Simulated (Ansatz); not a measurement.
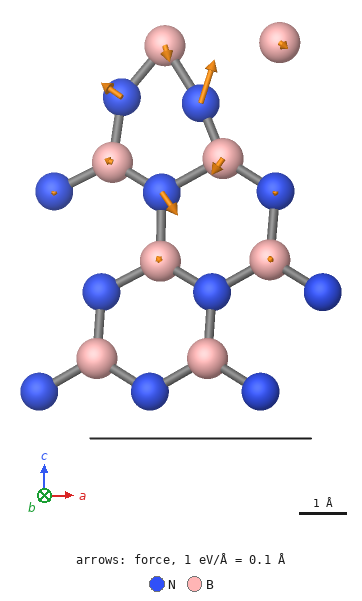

Starting geometry of a slab of composition BN (cut from the R3m phase) with the computed forces as orange arrows. The picture is a ball-and-stick view of the 1 × 2 repeat of the cell, outlined in the plane, without the vacuum (origin shifted), seen along the b axis.

Case: upper atoms moved at random (sigma 0.25 Å), then relaxed. The slab is the (1 0 1) face of BN. 6 atoms are held fixed.

Level of theory: DFT PBEsol, scalar-relativistic, plane waves, PAW (Ansatz 0.2.0). (plane-wave cutoff 420 eV; k-point mesh 6 × 8 × 1; occupations gaussian; smearing width 0.05 eV; no spin polarisation; dipole correction; atoms relaxed in a fixed cell; force threshold 0.02 eV/Å; at most 90 steps)

### Is this structure relaxed? If not, where do the atoms go?

It isn't relaxed: the largest force vector, on an N atom, is 9.80 eV/Å. The final displacements follow the starting forces only in part (cosine between the two patterns 0.64). The energy falls by 8.241 eV per cell of the calculation in 11 geometry steps. Largest force component: 9.3 eV/Å at the start, 0.011 eV/Å at the end. The atom that moves furthest is an N atom (0.66 Å at 56° to the normal (+c side)). Largest moves by element: N 0.66 Å, B 0.42 Å. The cell stays as it was. Among the contacts that change: N–N 1.780 → 2.519 Å, B–N 2.172 → 1.472 Å, B–N 1.904 → 1.407 Å, B–N 1.327 → 1.557 Å. New bonds form, among them: B–N (1.90 → 1.41 Å), B–N (2.17 → 1.47 Å). Among the angles between lasting bonds that change: B–N–B 170.0° → 112.3°, N–B–N 73.7° → 122.1°, N–B–N 93.2° → 122.0°. The run took 13 min on 2 threads of Intel(R) Xeon(R) Processor @ 2.50GHz (Skylake/Cascade Lake), on a shared host, peak memory 0.82 GiB.
